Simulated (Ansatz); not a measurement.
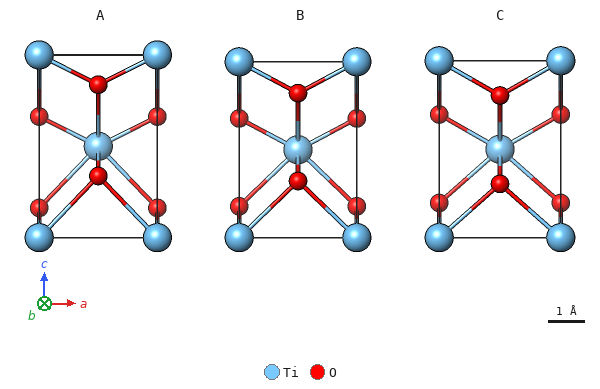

3 geometries from one relaxation of a crystal of TiO2 (a generated structure, set up in P4_2/nmc) (coarse preliminary run), in shuffled order. The picture is a ball-and-stick view of the cell of the calculation, seen along the b axis.

Case: Hf → Ti on all its sites, cell and atoms relaxed.

All numbers below come from DFT r2SCAN, scalar-relativistic, plane waves, PAW in Ansatz. (plane-wave cutoff 500 eV; k-point mesh 6 × 6 × 4; occupations gaussian; smearing width 0.1 eV; no spin polarisation; cell and atoms relaxed; force threshold 0.05 eV/Å; at most 60 steps)

> Order the frames from highest to lowest energy.

C, B, A. They are steps 0, 2, 6, at +89.5 meV per atom, +13.3 meV per atom relative to the last. After 5 accepted moves (6 points after the start) the energy has fallen by 89.5 meV per atom. The largest force component goes from 0.96 to 0.0004 eV/Å. The pressure goes from −17.32 to 0.01 GPa. The SCF was repeated once at an unchanged geometry on a basis and grid sized afresh for the cell, which shifted the energy by 0.2 meV per atom at most. The largest moves relative to the cell, 0.17 Å, are those of O atoms. Ti stays in place. The drawn cell changes as follows: a = b 3.464 → 3.367 Å (−2.8 %), c 5.039 → 5.205 Å (+3.3 %); the volume changes by −2.4 %. Among the contacts that change: O–Ti 2.312 → 2.433 Å, O–Ti 1.994 → 1.884 Å. Among the angles between lasting bonds that change: Ti–O–Ti 97.1° → 87.6°, Ti–O–Ti 120.6° → 126.6°. The space group stays P4_2/nmc (No. 137).
